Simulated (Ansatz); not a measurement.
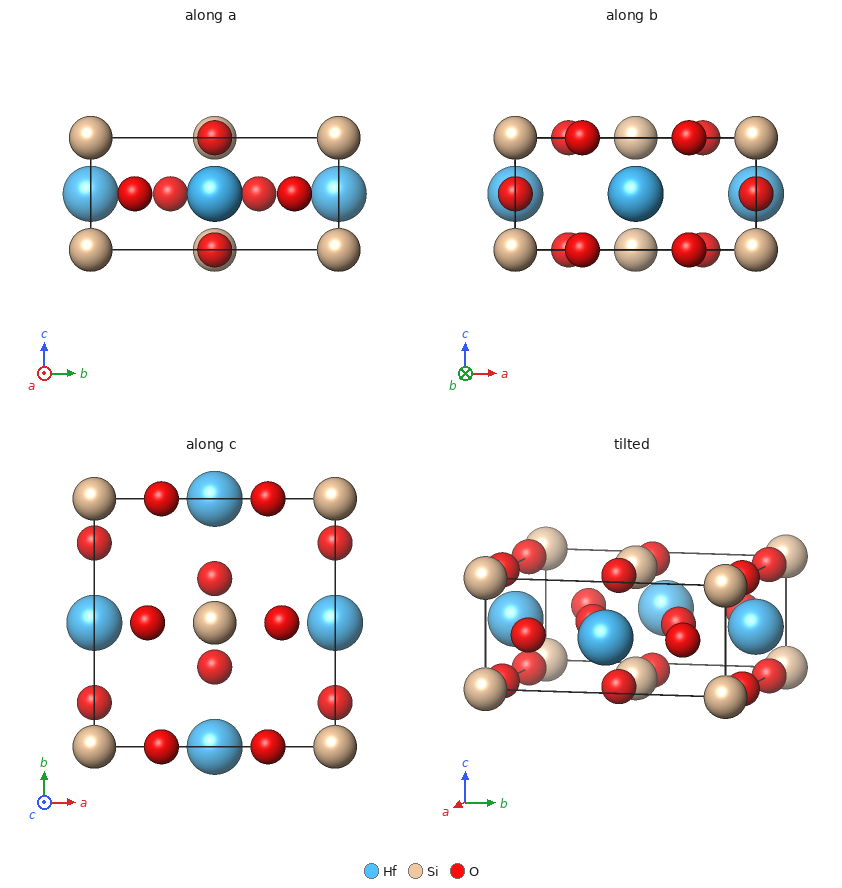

Figure: spheres-only view along the a axis, along the b axis, along the c axis and slightly off an axis. The conventional unit cell is drawn as a box.

Lattice parameters: a = 6.3873 Å, b = 6.5799 Å, c = 2.9747 Å, α = 90.000°, β = 90.000°, γ = 90.000°.

Question: Convert the drawing into a CIF with its space group and independent sites, with free fractional coordinates to two decimals.

Answer:
```cif
data_structure
_symmetry_space_group_name_H-M 'C m m m'
_symmetry_Int_Tables_number 65
_cell_length_a 6.3873
_cell_length_b 6.5799
_cell_length_c 2.9747
_cell_angle_alpha 90.000
_cell_angle_beta 90.000
_cell_angle_gamma 90.000
_cell_volume 125.02
loop_
_atom_site_label
_atom_site_type_symbol
_atom_site_symmetry_multiplicity
_atom_site_Wyckoff_symbol
_atom_site_fract_x
_atom_site_fract_y
_atom_site_fract_z
_atom_site_occupancy
Hf1 Hf 2 c 0.50 0.00 0.50 1
Si1 Si 2 a 0.00 0.00 0.00 1
O1 O 4 j 0.50 0.68 0.50 1
O2 O 4 g 0.72 0.00 0.00 1
```

The model was built from a structure type filled with these elements by a generator (whether the compound takes this form wasn't checked). The final geometry of a relaxation with Ansatz 0.2.0, DFT PBE, scalar-relativistic, plane waves, PAW is shown.
